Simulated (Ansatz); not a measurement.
## Geometry relaxation, with input and output: GeSi (part 1 of 2)

The run: geometry relaxation of GeSi (4 atoms in the cell). Method and program: DFT, PBEsol, plane waves, PAW, no spin polarisation (Ansatz 0.2.0).

The structure was built on a prototype by a generator.

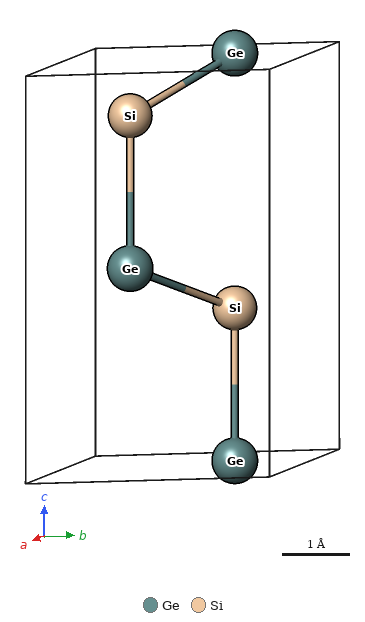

**Figure 1.** The structure as given in the input (ball-and-stick view of the cell of the calculation, seen slightly off an axis). Near neighbours in the crystal (not all of them lie inside the picture): Ge has 4 Si at 2.30 Å; Si has 4 Ge at 2.30 Å.

Input
```yaml
crystal:
  lattice:
    - [3.7560475716, 0.0, 0.0]
    - [-1.8780237858, 3.2528326148, 0.0]
    - [0.0, 0.0, 6.1336256844]
  atoms:
    - { symbol: Ge, position: [0.3333333333, 0.6666666667, 0.0] }
    - { symbol: Ge, position: [0.6666666667, 0.3333333333, 0.5] }
    - { symbol: Si, position: [0.3333333333, 0.6666666667, 0.375] }
    - { symbol: Si, position: [0.6666666667, 0.3333333333, 0.875] }
kpoints:
  mp_grid: { grid: [6, 6, 4] }
hamiltonian:
  xc: pbesol
scf:
  occupations: { method: fermi_dirac, width: 0.03 }
relax:
  f_tol: 0.01
  cell: {}
  max_steps: 120
output:
  write_density: true
  write_potential: true
  elf: true
  volumetric_format: npy
```

Run on 2 threads of Arm Neoverse V2, 112 GiB of memory available, shared host.

Launch command:
```bash
ansatz run input.yaml --threads 2 --pin off --max-ram 2211MiB --backend cpu --events-out ev --progress --plain --runs-dir out
```

Output
```
Engine: ansatz 0.2.0, aarch64-unknown-linux-gnu
Pseudopotentials: kind: paw
Pseudopotential: Ge, paw, valence charge 14, recommended cutoff 420 eV (normal), Ge.paw.azcp
Pseudopotential: Si, paw, valence charge 4, recommended cutoff 420 eV (normal), Si.paw.azcp
Functional definition: PBEsol
  exchange = pbesol_x
  correlation = pbesol_c
Crystal: 4 atoms, lattice volume = 74.939 Å³
Basis set: ecut = 420 eV, 1473 PW (Γ), exchange–correlation on 54×54×90 points (8 copies of the dense FFT grid, shifted against one another)
Bands: 22, of which v1, the nominal top of the filled ones, is band 18 counted from 1 (17 counted from 0)
Symmetry: 12 space group operations
Space group: P63mc (ITA 186), of the structure as read, at distance tolerance 4.2e-5 Å
k-points: 21 of 144 (time reversal used)
Non-local potential: Ge, projectors of the file, l = 0: 2, l = 1: 2, l = 2: 3, l = 3: 1
Non-local potential: Si, projectors of the file, l = 0: 2, l = 1: 2, l = 2: 2
PAW form: soft (Blöchl's): semilocal exchange-correlation on the pseudo side does not see the compensation charge
PAW frozen core: Ge, regenerated for the run's functional, and the local potential with it (the file was generated under x = pbe(κ = 0.804, μ = 0.2195149727645171), c = pbe(β = 0.06672455060314922))
PAW frozen core: Si, regenerated for the run's functional, and the local potential with it (the file was generated under x = pbe(κ = 0.804, μ = 0.2195149727645171), c = pbe(β = 0.06672455060314922))
PAW one-centre angular grid: Ge, 590 points (default); XC on 64 Gauss nodes
PAW one-centre angular grid: Si, 110 points (default); XC on 64 Gauss nodes
Initial density: superposition of atomic densities (neutral atoms: chi_scale 0, normalization atom), corrected by the library's trained network
Initial wavefunctions: pseudopotential atomic-orbital guess
Functional: x = pbesol(κ = 0.804, μ = 0.12345679012345678), c = pbesol(β = 0.046)
SCF iter   1: F=—  HF=-9749.459192 eV  |F-HF|=—  |Δ(HF+E_count)|=         —  Δρ=2.31e-3  dr2=2.70e-3  ethr=1.77e-3  ⟨swp⟩=6.0  Hψ=2209  notcnv=0
preconditioner: auto → Kerker (q_TF=auto, 2.414 Å⁻¹)  [metal: Δε(μ)=0.062 eV  Ē_g=18.938 eV  σ=0.030 eV  W_gap=0.47  n_scr=22 (ndim 8)  ℏωp=25.7 eV  f_vac=0.002  D(μ)=0.43/eV (n_scr^D=0)]
SCF iter   2: F=—  HF=-9749.456653 eV  |F-HF|=—  |Δ(HF+E_count)|=   2.54e-3  Δρ=1.46e-3  dr2=1.15e-3  ethr=7.51e-6  ⟨swp⟩=2.5  Hψ=1030  notcnv=0
SCF iter   3: F=—  HF=-9749.456425 eV  |F-HF|=—  |Δ(HF+E_count)|=   2.28e-4  Δρ=3.03e-4  dr2=3.52e-5  ethr=3.20e-6  ⟨swp⟩=2.0  Hψ=770  notcnv=0
SCF iter   4: F=—  HF=-9749.456431 eV  |F-HF|=—  |Δ(HF+E_count)|=   5.97e-6  Δρ=1.27e-4  dr2=1.08e-5  ethr=9.78e-8  ⟨swp⟩=2.0  Hψ=817  notcnv=0
SCF iter   5: F=—  HF=-9749.456424 eV  |F-HF|=—  |Δ(HF+E_count)|=   6.37e-6  Δρ=6.30e-5  dr2=2.17e-6  ethr=3.00e-8  ⟨swp⟩=2.0  Hψ=839  notcnv=0
SCF iter   6: F=—  HF=-9749.456425 eV  |F-HF|=—  |Δ(HF+E_count)|=   4.79e-7  Δρ=2.82e-5  dr2=3.97e-7  ethr=6.02e-9  ⟨swp⟩=2.4  Hψ=821  notcnv=0
SCF iter   7: F=-9749.456425 eV  HF=-9749.456425 eV  |F-HF|=2.95e-10  |Δ(HF+E_count)|=   9.38e-8  Δρ=5.96e-6  dr2=1.93e-8  ethr=2.78e-10  ⟨swp⟩=7.9  Hψ=2874  notcnv=0
SCF 1 converged in 7 iterations: F = -9749.456425 eV  dr2 = 1.93e-8
  greatest PAW one-centre occupation: 0.998 electrons in one spin orbital (limit 2), on the Ge atom at site 1 (counted from 0), in its partial waves of l = 2
relax step   1: F+E_penalty+E_count = -9749.45642498 eV  Δ(F+E_penalty+E_count) = +0.000e0 eV  max|allowed force component| = 4.837e-2 eV/Å  Δτ_max = 0.0000 Å  P = +13.397 GPa  Ω = 74.939 Å³  (7 SCF iters, dr2 threshold 1.00e-7 eV, accepted)
Crystal: 4 atoms, lattice volume = 82.043 Å³
Basis set: ecut = 420 eV, 1617 PW (Γ), exchange–correlation on 54×54×90 points (8 copies of the dense FFT grid, shifted against one another)
Initial density: handed on by an earlier stage of this run
Initial wavefunctions: those handed on with the density
iter 1 solved again at ethr=7.01e-5 eV; its pass at ethr=3.10e-3 eV (dr2=2.52e-2 eV) is discarded
SCF iter   1: F=—  HF=-9749.808102 eV  |F-HF|=—  |Δ(HF+E_count)|=         —  Δρ=4.84e-3  dr2=2.55e-2  ethr=7.01e-5  ⟨swp⟩=1.4  Hψ=2764  notcnv=0
preconditioner: auto → Resta (q_TF=auto, 2.378 Å⁻¹)  ε∞=2.7  [insulator: Δε(μ)=0.254 eV  Ē_g=18.677 eV  σ=0.030 eV  W_gap=0.97  n_scr=22 (ndim 8)  ℏωp=24.6 eV  f_vac=0.020  D(μ)=0.03/eV (n_scr^D=0)  ε∞_Penn≈2.7]
SCF iter   2: F=—  HF=-9749.804178 eV  |F-HF|=—  |Δ(HF+E_count)|=   3.92e-3  Δρ=2.77e-3  dr2=8.86e-3  ethr=7.01e-5  ⟨swp⟩=1.0  Hψ=463  notcnv=0
SCF iter   3: F=—  HF=-9749.803152 eV  |F-HF|=—  |Δ(HF+E_count)|=   1.03e-3  Δρ=3.44e-4  dr2=9.54e-5  ethr=2.46e-5  ⟨swp⟩=2.0  Hψ=714  notcnv=0
SCF iter   4: F=—  HF=-9749.803262 eV  |F-HF|=—  |Δ(HF+E_count)|=   1.10e-4  Δρ=8.65e-5  dr2=7.98e-6  ethr=2.65e-7  ⟨swp⟩=2.0  Hψ=602  notcnv=0
SCF iter   5: F=—  HF=-9749.803275 eV  |F-HF|=—  |Δ(HF+E_count)|=   1.25e-5  Δρ=1.85e-5  dr2=2.44e-7  ethr=1.11e-9  ⟨swp⟩=6.8  Hψ=3137  notcnv=0
SCF iter   6: F=-9749.803275 eV  HF=-9749.803275 eV  |F-HF|=3.69e-8  |Δ(HF+E_count)|=   4.31e-8  Δρ=9.80e-6  dr2=5.58e-8  ethr=6.79e-10  ⟨swp⟩=8.0  Hψ=3026  notcnv=0
SCF 2 converged in 6 iterations: F = -9749.803275 eV  dr2 = 5.58e-8
relax step   2: F+E_penalty+E_count = -9749.80327484 eV  Δ(F+E_penalty+E_count) = -3.468e-1 eV  max|allowed force component| = 9.567e-2 eV/Å  Δτ_max = 0.0084 Å  P = +2.965 GPa  Ω = 82.043 Å³  energy of the carried Pulay correction = -1.436e-3 eV  (6 SCF iters, dr2 threshold 4.00e-7 eV, accepted)
Crystal: 4 atoms, lattice volume = 84.466 Å³
Basis set: ecut = 420 eV, 1665 PW (Γ), exchange–correlation on 54×54×90 points (8 copies of the dense FFT grid, shifted against one another)
iter 1 solved again at ethr=9.18e-6 eV; its pass at ethr=3.10e-3 eV (dr2=3.31e-3 eV) is discarded
SCF iter   1: F=—  HF=-9749.828959 eV  |F-HF|=—  |Δ(HF+E_count)|=         —  Δρ=1.81e-3  dr2=3.39e-3  ethr=9.18e-6  ⟨swp⟩=1.0  Hψ=2870  notcnv=0
preconditioner: auto → Resta (q_TF=auto, 2.367 Å⁻¹)  ε∞=5.0  [insulator: Δε(μ)=0.298 eV  Ē_g=8.076 eV  σ=0.030 eV  W_gap=0.99  n_scr=22 (ndim 8)  ℏωp=16.2 eV  f_vac=0.016  D(μ)=0.02/eV (n_scr^D=0)  ε∞_Penn≈5.0]
SCF iter   2: F=—  HF=-9749.828362 eV  |F-HF|=—  |Δ(HF+E_count)|=   5.98e-4  Δρ=1.07e-3  dr2=1.31e-3  ethr=9.18e-6  ⟨swp⟩=1.0  Hψ=462  notcnv=0
SCF iter   3: F=—  HF=-9749.828096 eV  |F-HF|=—  |Δ(HF+E_count)|=   2.66e-4  Δρ=1.59e-4  dr2=2.85e-5  ethr=3.64e-6  ⟨swp⟩=2.0  Hψ=618  notcnv=0
SCF iter   4: F=—  HF=-9749.828104 eV  |F-HF|=—  |Δ(HF+E_count)|=   8.58e-6  Δρ=8.36e-5  dr2=4.86e-6  ethr=7.93e-8  ⟨swp⟩=2.0  Hψ=840  notcnv=0
SCF iter   5: F=—  HF=-9749.828103 eV  |F-HF|=—  |Δ(HF+E_count)|=   1.46e-6  Δρ=2.49e-5  dr2=6.85e-7  ethr=1.35e-8  ⟨swp⟩=2.0  Hψ=840  notcnv=0
SCF iter   6: F=-9749.828104 eV  HF=-9749.828104 eV  |F-HF|=7.55e-8  |Δ(HF+E_count)|=   9.64e-7  Δρ=6.20e-6  dr2=4.16e-8  ethr=1.11e-9  ⟨swp⟩=8.6  Hψ=3204  notcnv=0
SCF 3 converged in 6 iterations: F = -9749.828104 eV  dr2 = 4.16e-8
  greatest PAW one-centre occupation: 0.998 electrons in one spin orbital (limit 2), on the Ge atom at site 0 (counted from 0), in its partial waves of l = 2
relax step   3: F+E_penalty+E_count = -9749.82810386 eV  Δ(F+E_penalty+E_count) = -2.483e-2 eV  max|allowed force component| = 2.503e-2 eV/Å  Δτ_max = 0.0102 Å  P = +0.392 GPa  Ω = 84.466 Å³  energy of the carried Pulay correction = -1.896e-3 eV  (6 SCF iters, dr2 threshold 4.00e-7 eV, accepted)
Crystal: 4 atoms, lattice volume = 84.861 Å³
Basis set: ecut = 420 eV, 1677 PW (Γ), exchange–correlation on 54×54×90 points (8 copies of the dense FFT grid, shifted against one another)
iter 1 solved again at ethr=7.28e-7 eV; its pass at ethr=3.10e-3 eV (dr2=2.62e-4 eV) is discarded
SCF iter   1: F=—  HF=-9749.829912 eV  |F-HF|=—  |Δ(HF+E_count)|=         —  Δρ=5.56e-4  dr2=3.23e-4  ethr=7.28e-7  ⟨swp⟩=2.1  Hψ=2670  notcnv=0
preconditioner: auto → Resta (q_TF=auto, 2.365 Å⁻¹)  ε∞=5.0  [insulator: Δε(μ)=0.337 eV  Ē_g=8.061 eV  σ=0.030 eV  W_gap=0.99  n_scr=22 (ndim 8)  ℏωp=16.1 eV  f_vac=0.013  D(μ)=0.01/eV (n_scr^D=0)  ε∞_Penn≈5.0]
SCF iter   2: F=—  HF=-9749.829821 eV  |F-HF|=—  |Δ(HF+E_count)|=   9.13e-5  Δρ=3.22e-4  dr2=1.13e-4  ethr=7.28e-7  ⟨swp⟩=1.2  Hψ=473  notcnv=0
SCF iter   3: F=—  HF=-9749.829785 eV  |F-HF|=—  |Δ(HF+E_count)|=   3.57e-5  Δρ=3.80e-5  dr2=1.53e-6  ethr=3.15e-7  ⟨swp⟩=2.0  Hψ=623  notcnv=0
SCF iter   4: F=—  HF=-9749.829786 eV  |F-HF|=—  |Δ(HF+E_count)|=   6.53e-7  Δρ=1.84e-5  dr2=2.67e-7  ethr=1.11e-9  ⟨swp⟩=8.6  Hψ=3381  notcnv=0
SCF iter   5: F=-9749.829786 eV  HF=-9749.829786 eV  |F-HF|=1.05e-8  |Δ(HF+E_count)|=   1.46e-7  Δρ=4.97e-6  dr2=3.51e-8  ethr=7.43e-10  ⟨swp⟩=8.0  Hψ=2942  notcnv=0
SCF 4 converged in 5 iterations: F = -9749.829786 eV  dr2 = 3.51e-8
relax step   4: F+E_penalty+E_count = -9749.82978565 eV  Δ(F+E_penalty+E_count) = -1.682e-3 eV  max|allowed force component| = 4.091e-3 eV/Å  Δτ_max = 0.0039 Å  P = -0.012 GPa  Ω = 84.861 Å³  energy of the carried Pulay correction = -1.970e-3 eV  (5 SCF iters, dr2 threshold 4.00e-7 eV, accepted)
Crystal: 4 atoms, lattice volume = 84.850 Å³
iter 1 solved again at ethr=2.47e-9 eV; its pass at ethr=3.10e-3 eV (dr2=8.91e-7 eV) is discarded
SCF iter   1: F=—  HF=-9749.829811 eV  |F-HF|=—  |Δ(HF+E_count)|=         —  Δρ=3.66e-5  dr2=1.17e-6  ethr=2.47e-9  ⟨swp⟩=2.3  Hψ=2673  notcnv=0
preconditioner: auto → Resta (q_TF=auto, 2.365 Å⁻¹)  ε∞=5.0  [insulator: Δε(μ)=0.337 eV  Ē_g=8.062 eV  σ=0.030 eV  W_gap=0.99  n_scr=22 (ndim 8)  ℏωp=16.1 eV  f_vac=0.012  D(μ)=0.01/eV (n_scr^D=0)  ε∞_Penn≈5.0]
SCF iter   2: F=—  HF=-9749.829796 eV  |F-HF|=—  |Δ(HF+E_count)|=   1.50e-5  Δρ=2.08e-5  dr2=3.89e-7  ethr=2.47e-9  ⟨swp⟩=2.0  Hψ=576  notcnv=0
SCF iter   3: F=—  HF=-9749.829796 eV  |F-HF|=—  |Δ(HF+E_count)|=   1.11e-7  Δρ=3.64e-6  dr2=7.55e-9  ethr=1.08e-9  ⟨swp⟩=2.1  Hψ=666  notcnv=0
SCF iter   4: F=-9749.829796 eV  HF=-9749.829796 eV  |F-HF|=4.49e-10  |Δ(HF+E_count)|=   9.33e-9  Δρ=1.44e-6  dr2=1.57e-9  ethr=1.80e-11  ⟨swp⟩=7.0  Hψ=2527  notcnv=0
SCF 5 converged in 4 iterations: F = -9749.829796 eV  dr2 = 1.57e-9
relax step   5: F+E_penalty+E_count = -9749.82979613 eV  Δ(F+E_penalty+E_count) = -1.048e-5 eV  max|allowed force component| = 3.050e-4 eV/Å  Δτ_max = 0.0003 Å  P = +0.000 GPa  Ω = 84.850 Å³  energy of the carried Pulay correction = -1.968e-3 eV  (4 SCF iters, dr2 threshold 6.49e-9 eV, accepted)
Initial wavefunctions: pseudopotential atomic-orbital guess (no wavefunctions were taken with the density)
iter 1 solved again at ethr=5.89e-7 eV; its pass at ethr=3.10e-3 eV (dr2=2.12e-4 eV) is discarded
SCF iter   1: F=—  HF=-9749.809968 eV  |F-HF|=—  |Δ(HF+E_count)|=         —  Δρ=1.89e-3  dr2=1.18e-4  ethr=5.89e-7  ⟨swp⟩=2.0  Hψ=3261  notcnv=0
preconditioner: auto → Resta (q_TF=auto, 2.365 Å⁻¹)  ε∞=5.0  [insulator: Δε(μ)=0.355 eV  Ē_g=8.069 eV  σ=0.030 eV  W_gap=0.99  n_scr=22 (ndim 8)  ℏωp=16.1 eV  f_vac=0.012  D(μ)=0.01/eV (n_scr^D=0)  ε∞_Penn≈5.0]
SCF iter   2: F=—  HF=-9749.828027 eV  |F-HF|=—  |Δ(HF+E_count)|=   1.81e-2  Δρ=9.54e-4  dr2=1.71e-5  ethr=3.29e-7  ⟨swp⟩=2.1  Hψ=684  notcnv=0
SCF iter   3: F=—  HF=-9749.832987 eV  |F-HF|=—  |Δ(HF+E_count)|=   4.96e-3  Δρ=2.43e-4  dr2=3.74e-6  ethr=4.75e-8  ⟨swp⟩=2.2  Hψ=640  notcnv=0
SCF iter   4: F=—  HF=-9749.833275 eV  |F-HF|=—  |Δ(HF+E_count)|=   2.89e-4  Δρ=4.74e-5  dr2=1.04e-6  ethr=1.04e-8  ⟨swp⟩=2.0  Hψ=815  notcnv=0
SCF iter   5: F=—  HF=-9749.833283 eV  |F-HF|=—  |Δ(HF+E_count)|=   7.17e-6  Δρ=1.28e-5  dr2=2.77e-7  ethr=2.88e-9  ⟨swp⟩=2.3  Hψ=801  notcnv=0
SCF iter   6: F=—  HF=-9749.833283 eV  |F-HF|=—  |Δ(HF+E_count)|=   2.51e-7  Δρ=1.61e-6  dr2=3.33e-9  ethr=7.69e-10  ⟨swp⟩=2.0  Hψ=631  notcnv=0
SCF iter   7: F=—  HF=-9749.833283 eV  |F-HF|=—  |Δ(HF+E_count)|=   5.31e-9  Δρ=7.82e-7  dr2=1.16e-9  ethr=9.25e-12  ⟨swp⟩=2.0  Hψ=632  notcnv=0
SCF iter   8: F=—  HF=-9749.833283 eV  |F-HF|=—  |Δ(HF+E_count)|=  2.91e-11  Δρ=4.21e-7  dr2=3.40e-10  ethr=3.22e-12  ⟨swp⟩=1.0  Hψ=462  notcnv=0
SCF iter   9: F=-9749.833283 eV  HF=-9749.833283 eV  |F-HF|=0.00e0  |Δ(HF+E_count)|=  9.09e-12  Δρ=1.15e-7  dr2=2.59e-11  ethr=1.00e-12  ⟨swp⟩=4.3  Hψ=2084  notcnv=0
SCF 6 converged in 9 iterations: F = -9749.833283 eV  dr2 = 2.59e-11
relax step   6: F+E_penalty+E_count = -9749.83328291 eV  Δ(F+E_penalty+E_count) = -3.487e-3 eV  max|allowed force component| = 2.478e-4 eV/Å  Δτ_max = 0.0000 Å  P = +0.065 GPa  Ω = 84.850 Å³  stress off target by 7.58e-2 GPa  SCF on the basis re-selected at this cell (its energy is not comparable with the rows above)  (9 SCF iters)
basis re-selected at this cell: Δ(F+E_penalty+E_count) = -3.487e-3 eV, ΔP = +0.064 GPa vs the last step (what re-selecting the basis moved, of the pressure what is left beyond the Pulay correction that the steps carried, after the strain that the cell walked since its last selection, with what the two solves' SCF thresholds leave and, on support functions, any second-order correction that the steps lacked; it is no measure of the basis error at this ecutwfc). This SCF's stress stands 7.58e-2 GPa from its target on what of the cell is left free (relax.cell.stress_tol is 5.00e-2 GPa) and its largest allowed force component is 2.48e-4 eV/Å (relax.f_tol is 1.00e-2 eV/Å): not within both, so this SCF does not close the relaxation
Crystal: 4 atoms, lattice volume = 84.913 Å³
Basis set: ecut = 420 eV, 1689 PW (Γ), exchange–correlation on 54×54×90 points (8 copies of the dense FFT grid, shifted against one another)
iter 1 solved again at ethr=4.40e-9 eV; its pass at ethr=3.10e-3 eV (dr2=1.58e-6 eV) is discarded
SCF iter   1: F=—  HF=-9749.833302 eV  |F-HF|=—  |Δ(HF+E_count)|=         —  Δρ=3.74e-5  dr2=1.57e-6  ethr=4.40e-9  ⟨swp⟩=2.0  Hψ=2590  notcnv=0
preconditioner: auto → Resta (q_TF=auto, 2.365 Å⁻¹)  ε∞=5.0  [insulator: Δε(μ)=0.338 eV  Ē_g=8.058 eV  σ=0.030 eV  W_gap=0.99  n_scr=22 (ndim 8)  ℏωp=16.1 eV  f_vac=0.013  D(μ)=0.01/eV (n_scr^D=0)  ε∞_Penn≈5.0]
SCF iter   2: F=—  HF=-9749.833286 eV  |F-HF|=—  |Δ(HF+E_count)|=   1.54e-5  Δρ=2.28e-5  dr2=6.43e-7  ethr=4.36e-9  ⟨swp⟩=1.0  Hψ=462  notcnv=0
SCF iter   3: F=-9749.833286 eV  HF=-9749.833286 eV  |F-HF|=1.08e-8  |Δ(HF+E_count)|=   1.09e-7  Δρ=3.42e-6  dr2=1.22e-8  ethr=3.99e-11  ⟨swp⟩=6.1  Hψ=2836  notcnv=0
SCF 7 converged in 3 iterations: F = -9749.833286 eV  dr2 = 1.22e-8
relax step   7: F+E_penalty+E_count = -9749.83328626 eV  Δ(F+E_penalty+E_count) = -3.352e-6 eV  max|allowed force component| = 7.292e-6 eV/Å  Δτ_max = 0.0000 Å  P = +0.004 GPa  Ω = 84.913 Å³  energy of the carried Pulay correction = -1.035e-5 eV  (3 SCF iters, dr2 threshold 1.44e-8 eV, accepted)
iter 1 solved again at ethr=2.25e-7 eV; its pass at ethr=3.10e-3 eV (dr2=8.11e-5 eV) is discarded
SCF iter   1: F=—  HF=-9749.833019 eV  |F-HF|=—  |Δ(HF+E_count)|=         —  Δρ=2.30e-4  dr2=9.27e-7  ethr=2.25e-7  ⟨swp⟩=2.4  Hψ=3272  notcnv=0
preconditioner: auto → Resta (q_TF=auto, 2.365 Å⁻¹)  ε∞=5.0  [insulator: Δε(μ)=0.339 eV  Ē_g=8.058 eV  σ=0.030 eV  W_gap=0.99  n_scr=22 (ndim 8)  ℏωp=16.1 eV  f_vac=0.012  D(μ)=0.01/eV (n_scr^D=0)  ε∞_Penn≈5.0]
SCF iter   2: F=—  HF=-9749.833221 eV  |F-HF|=—  |Δ(HF+E_count)|=   2.02e-4  Δρ=1.16e-4  dr2=2.42e-7  ethr=2.57e-9  ⟨swp⟩=2.7  Hψ=780  notcnv=0
SCF iter   3: F=—  HF=-9749.833295 eV  |F-HF|=—  |Δ(HF+E_count)|=   7.40e-5  Δρ=3.38e-6  dr2=4.35e-9  ethr=6.72e-10  ⟨swp⟩=2.5  Hψ=719  notcnv=0
SCF iter   4: F=—  HF=-9749.833295 eV  |F-HF|=—  |Δ(HF+E_count)|=   2.18e-8  Δρ=8.10e-7  dr2=9.73e-10  ethr=1.21e-11  ⟨swp⟩=2.0  Hψ=840  notcnv=0
SCF iter   5: F=—  HF=-9749.833295 eV  |F-HF|=—  |Δ(HF+E_count)|=  8.31e-10  Δρ=4.26e-7  dr2=2.68e-10  ethr=2.70e-12  ⟨swp⟩=2.5  Hψ=611  notcnv=0
SCF iter   6: F=-9749.833295 eV  HF=-9749.833295 eV  |F-HF|=1.64e-11  |Δ(HF+E_count)|=  2.67e-10  Δρ=1.43e-7  dr2=2.40e-11  ethr=1.00e-12  ⟨swp⟩=4.4  Hψ=2061  notcnv=0
SCF 8 converged in 6 iterations: F = -9749.833295 eV  dr2 = 2.40e-11
relax step   8: F+E_penalty+E_count = -9749.83329541 eV  Δ(F+E_penalty+E_count) = -9.147e-6 eV  max|allowed force component| = 1.069e-5 eV/Å  Δτ_max = 0.0000 Å  P = +0.004 GPa  Ω = 84.913 Å³  stress off target by 3.81e-3 GPa  SCF on the basis re-selected at this cell (its energy is not comparable with the rows above)  (6 SCF iters)
```
